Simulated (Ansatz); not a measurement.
Cell and atoms:

```yaml
crystal:
  lattice:
    - [3.29473, 0.00000, 0.00000]
    - [-1.64737, 2.85332, 0.00000]
    - [0.00000, 0.00000, 15.96754]
  atoms:
    - { symbol: Sn, position: [0.66667, 0.33333, 0.33333] }
    - { symbol: O, position: [0.33333, 0.66667, 0.40894] }
    - { symbol: O, position: [0.00000, 0.00000, 0.25773] }
    - { symbol: Sn, position: [0.33333, 0.66667, 0.66667] }
    - { symbol: O, position: [0.00000, 0.00000, 0.74227] }
    - { symbol: O, position: [0.66667, 0.33333, 0.59106] }
    - { symbol: Sn, position: [0.00000, 0.00000, 0.00000] }
    - { symbol: O, position: [0.66667, 0.33333, 0.07561] }
    - { symbol: O, position: [0.33333, 0.66667, 0.92439] }
```

**Say what kind of structure these coordinates give.**

Its composition is SnO₂. The atoms follow space group R-3m (No. 166); the Bravais lattice is rhombohedral (trigonal R). The arrangement is known as cadmium chloride (CdCl₂) type. In the cell are 3 Sn, 6 O, which makes 3 formula units. The polyhedra are SnO6 octahedra; they share edges. The Sn atoms are each bonded to six O in an octahedral arrangement at 2.25 Å. The coordination shell of O holds three Sn in a trigonal pyramidal arrangement at 2.25 Å. The bonds build SnO2 layers parallel to (001).

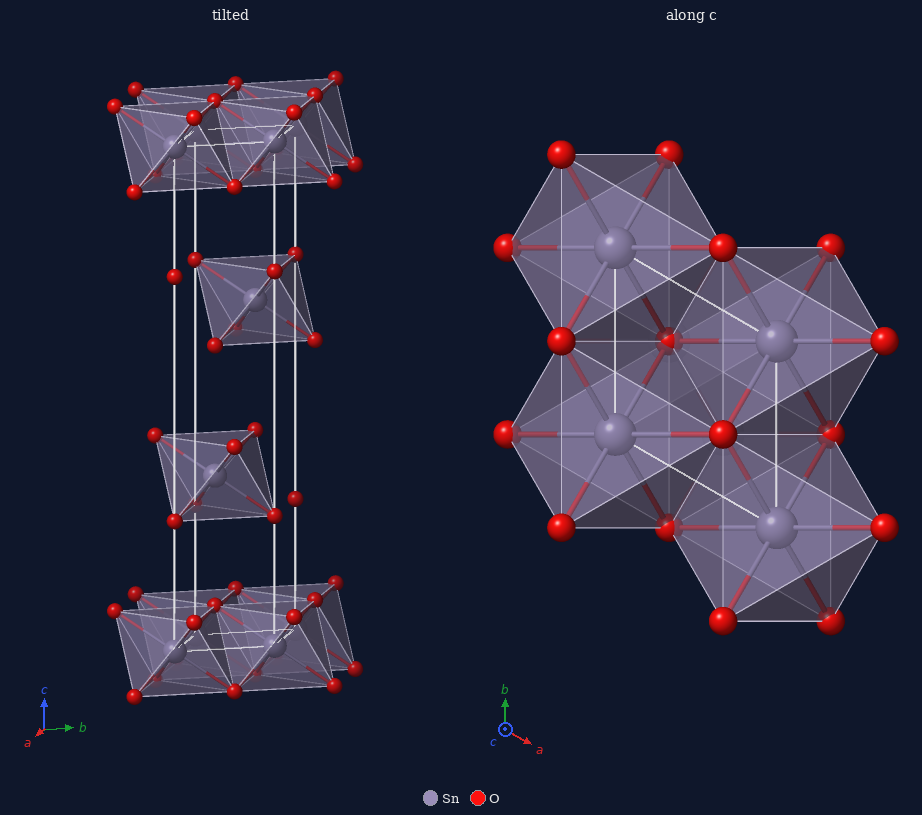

Polyhedral representation of a periodic structure, projected slightly off an axis and along the c axis. The lines enclose the conventional unit cell; boundary atoms appear with their images. Some neighbours outside the box are added.

The model was built from a structure listed in the Materials Project. The cell was then strained or its atoms displaced on purpose. Ansatz was used for an electronic-structure calculation on it.

At this level of theory the cell isn't at rest (stretched, at -15 GPa and forces up to 2.4 eV/Å), so its distances can differ from those at equilibrium, the more so the softer the solid.
